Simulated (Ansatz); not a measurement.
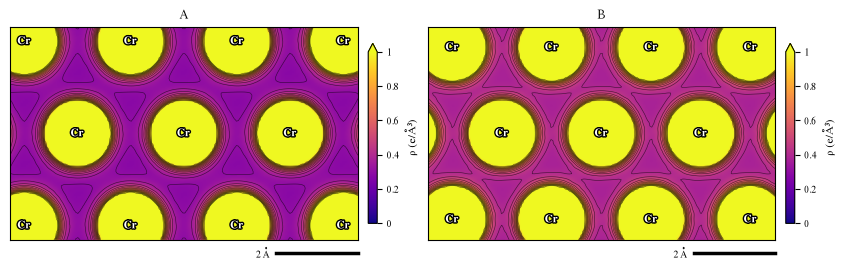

Cr. The valence charge density (pseudo) of two cells that differ in size, on the (010) plane of each (indices in the axes of the calculation cell), at one length scale and on one colour scale: A has 12.6 Å³ an atom and B 10.3.

The calculation used DFT, r2SCAN, plane waves (500 eV) with PAW, scalar-relativistic (Ansatz).

The density is the valence pseudo-density of a PAW calculation; it isn't the true density close to the nuclei.

The larger cell:

```xyz
1
Lattice="0.0000 1.8459 1.8459 1.8459 0.0000 1.8459 1.8459 1.8459 0.0000" Properties=species:S:1:pos:R:3 pbc="T T T"
Cr    0.0000    0.0000    0.0000
```

The smaller cell: a = 2.438 Å, b = 2.438 Å, c = 2.438 Å, α = 60.00°, β = 60.00°, γ = 60.00°.

What does the compression do to the bonding and the properties?

From the larger cell to the smaller, Cr–Cr goes from 2.61 to 2.44 Å, and the density at its midpoint from 0.31 to 0.4 e/Å³; the pressure goes from −17 to 42 GPa.
